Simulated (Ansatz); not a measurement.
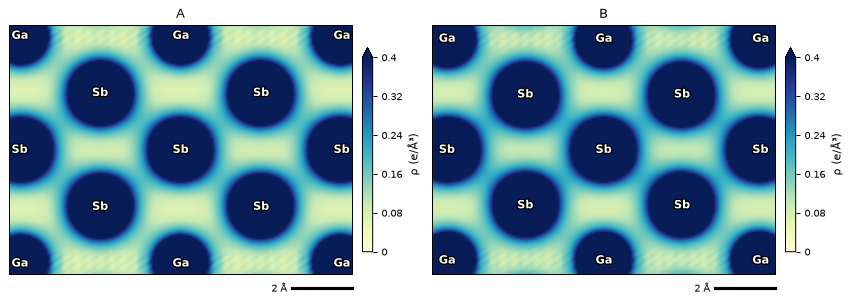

GaSb₃. The valence pseudo-density of two cells that differ in size, on the (101̄) plane of each (indices in the axes of the calculation cell), at one length scale and on one colour scale: A has 27.0 Å³ an atom and B 24.9.

All numbers below come from Ansatz, Kohn-Sham DFT of a periodic cell, LDA, Ansatz PAW.

Core electrons are frozen (PAW), and the valence fields are smoothed inside the atomic spheres.

What does the compression do to the bonding and the properties?

From the larger cell to the smaller, Ga–Sb goes from 3.27 to 3.19 Å, and the density at its midpoint from 0.14 to 0.16 e/Å³; the pressure goes from −6 to −2.7 GPa.
